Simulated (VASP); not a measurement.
SiGe$_{3}$

```xyz
12
Lattice="-1.9839 3.4362 0.0000 3.9678 0.0000 0.0000 0.0000 0.0000 -19.4016" Properties=species:S:1:pos:R:3 pbc="T T T"
Si    1.9839    1.1454  -12.9327
Si    0.0000    2.2908   -6.4656
Si    0.0000    0.0000  -19.3998
Ge    0.0000    2.2908  -16.1671
Ge    0.0000    0.0000   -9.6998
Ge    1.9839    1.1454   -3.2327
Ge    0.0000    2.2908  -18.6242
Ge    0.0000    0.0000  -12.1568
Ge    1.9839    1.1454   -5.6897
Ge    1.9839    1.1454  -15.3313
Ge    0.0000    2.2908   -8.8640
Ge    0.0000    0.0000   -2.3969
```

Space group R3m; started from the ordered alloy on diamond lattice prototype, which need not be the ambient phase; computed pressure about 3 GPa in this cell.

Level of theory: VASP 6.6.1, DFT, PBE, plane waves, PAW.

Core electrons are frozen (PAW), and the valence fields are smoothed inside the atomic spheres.

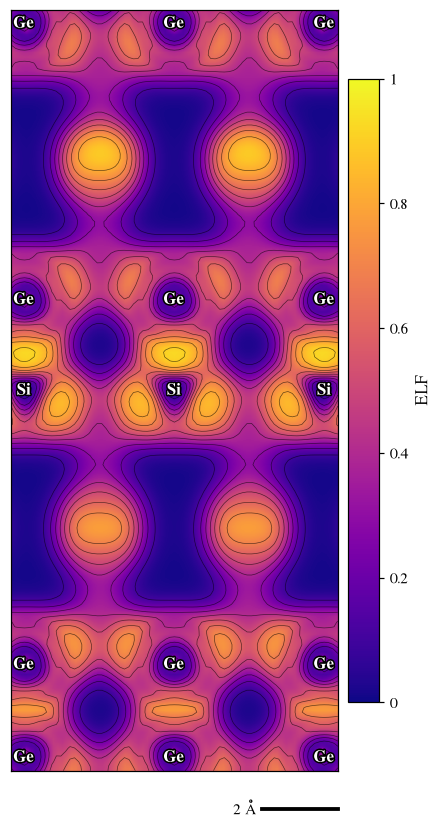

Figure 1. Electron localisation function on the (100) plane of the conventional cell.

Question: Read the bonding off the picture.

Answer: The section cuts through Si and Ge sites.
Si–Ge (2.40 Å): the ELF peaks at about 0.95 between the atoms (localised, covalent bonding).
Ge–Ge (2.46 Å): the ELF peaks at about 0.80 between the atoms, as expected for a shared electron pair.

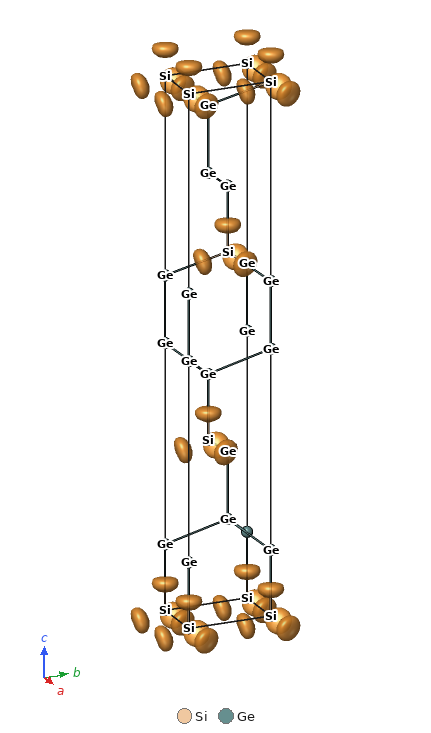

Figure 2. Isosurface of the electron localisation function at 0.85 (orange), seen slightly off an axis. Only the valence region is drawn (cores and ρ < 0.01 e/Å³ removed). Sticks mark near contacts.

Question: Describe the localisation domains.

Answer: At this value the surface marks out twelve regions between bonded Ge–Si atoms (shared pairs), counted in one cell of 12 atoms. Any copies at cell faces, edges or corners count once. Profiles from the grid: Ge–Ge (2.44 Å): the ELF peaks at about 0.80 between the atoms: a covalent bond.

Question: Metal or insulator at this level of theory?

Answer: It is gapped, with a Kohn–Sham gap of 0.39 eV on the k-point mesh (the band edges may lie off the mesh, which would make the gap smaller).
